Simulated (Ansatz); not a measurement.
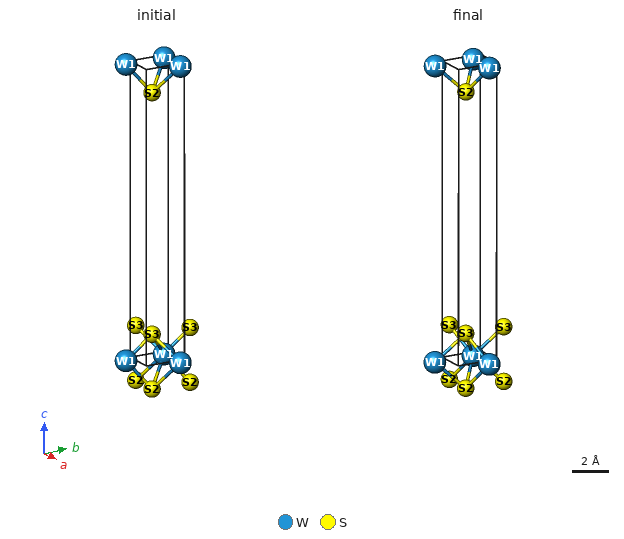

The structure of a crystal of WS2 (set up in P1) before (left) and after (right) a relaxation, at one scale.

Style: ball-and-stick. Shown: the cell of the calculation, slightly off an axis.

Case: all W atoms moved 0.3 Å in one direction; relaxed back.

Method: DFT PBEsol, scalar-relativistic, plane waves, PAW (Ansatz 0.2.0).

Input
```yaml
crystal:
  lattice:
    - [3.1457762207, 0.0, 0.0]
    - [-1.5728881103, 2.7243221217, 0.0]
    - [0.0, 0.0, 16.9534210371]
  atoms:
    - { symbol: W, position: [0.3783627812, 0.7307788598, 0.0052186135] }
    - { symbol: S, position: [0.6441519427, 0.3012772368, 0.9049668419] }
    - { symbol: S, position: [0.6441519427, 0.3012772368, 0.0898145447] }
basis:
  ecutwfc: 420
kpoints:
  mp_grid: { grid: [12, 12, 2] }
hamiltonian:
  xc: pbesol
scf:
  occupations: { method: gaussian, width: 0.05 }
output:
  forces: true
  stress: true
  eigenvalues: true
relax:
  adjacent_minimum: "off"
  f_tol: 0.01
  max_steps: 80
  cell: { stress_tol: 0.1 }
```

Run as
```bash
ansatz run input.yaml --threads 2 --pin off --max-ram 5120MiB --backend cpu --events-out ev --progress --plain --runs-dir out
```

What changed between the two?

Answer. Over 3 accepted moves (4 points after the start) the energy falls by 378 meV per atom. Largest force component: 6.2 eV/Å at the start, 0.0083 eV/Å at the end. The pressure goes from 2.84 to −0.02 GPa. The SCF was repeated once at an unchanged geometry on a basis and grid sized afresh for the cell, which shifted the energy by less than 0.05 meV per atom at most. W1 moves most relative to the cell: 0.20 Å in a general direction near [−2 −3 0]. By element the largest moves are W 0.20 Å, S 0.10 Å. The drawn cell changes as follows: a unchanged at 3.146 Å, b 3.146 → 3.147 Å (0.0 %), c unchanged at 16.953 Å; the volume changes by +0.1 %. Some distances before and after: W1–S3 2.116 → 2.399 Å, W1–S2 2.632 → 2.399 Å, W1–S2 (another image) 2.558 → 2.398 Å, W1–S2 (another image) 2.304 → 2.398 Å. Among the angles between lasting bonds that change: S2–W1–S3 124.2° → 135.5°, S2–W1–S3 90.2° → 81.5°, S2–W1–S3 143.5° → 135.5°. Within 0.06 Å the space group is P1 at the start and P-6m2 at the end; at a tighter tolerance small leftover displacements or strains of the cell lower it.

Limits of the set-up: layers or molecules are held without a dispersion correction, so their spacing is unreliable.
